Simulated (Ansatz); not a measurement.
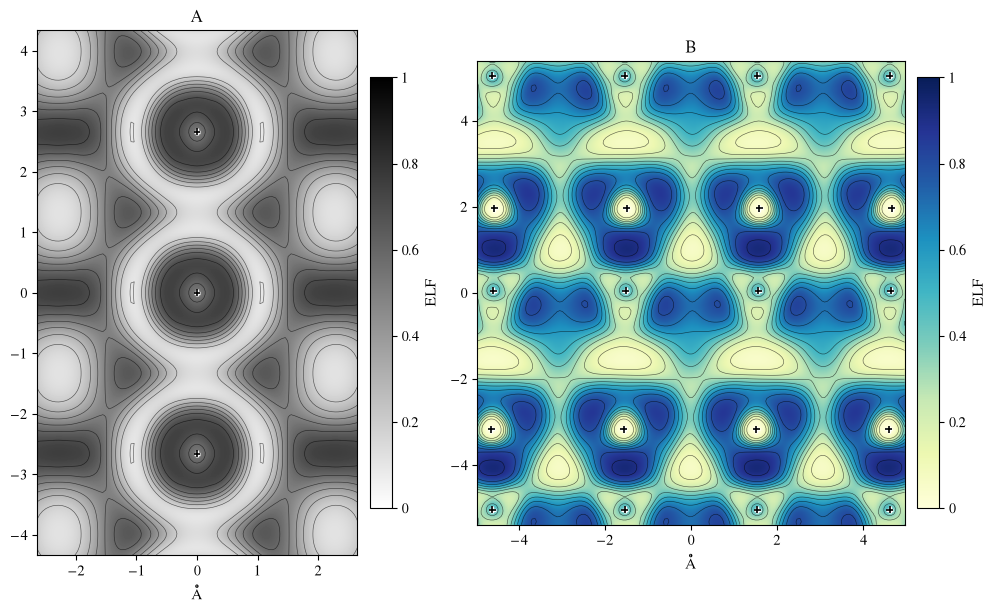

The ELF of 2 systems, each on a plane through atoms (crosses mark nuclei in the plane).

These are results of Ansatz, DFT PBEsol, scalar-relativistic, plane waves, PAW, not measurements.

System 1: SiC, the (100) plane of the conventional cell. Space group P1; a point of a scan over the structure, not its minimum; a structure from a database of computed crystals, not necessarily the ambient phase; not relaxed (largest force 1.3 eV/Å); PAW files of the earlier set (soft_1).

System 2: Ti, the (010) plane of the conventional cell. Space group P6/mmm; a point of a scan over the structure, not its minimum; a structure from a database of computed crystals, not necessarily the ambient phase; computed pressure about 2 GPa in this cell; computed without spin polarisation; PAW files of the earlier set (soft_1).

```cif
data_structure
_symmetry_space_group_name_H-M 'P 1'
_symmetry_Int_Tables_number 1
_cell_length_a 4.5962
_cell_length_b 4.5962
_cell_length_c 2.6584
_cell_angle_alpha 90.000
_cell_angle_beta 90.000
_cell_angle_gamma 120.000
_cell_volume 48.63
loop_
_atom_site_label
_atom_site_type_symbol
_atom_site_fract_x
_atom_site_fract_y
_atom_site_fract_z
_atom_site_occupancy
Ti1 Ti 0.00000 0.00000 0.00000 1
Ti2 Ti 0.33333 0.66667 0.50000 1
Ti3 Ti 0.66667 0.33333 0.50000 1
```

Match each panel to its system.

Panel A is system 2, Ti: the plane holds Ti. Ti–Ti (2.66 Å): the ELF is about 0.15 at the midpoint: no localised pair shows between them. Panel B is system 1, SiC: the plane holds Si and C. Si–C (1.87 Å): the ELF peaks at about 0.95 between the atoms; a shared electron pair.
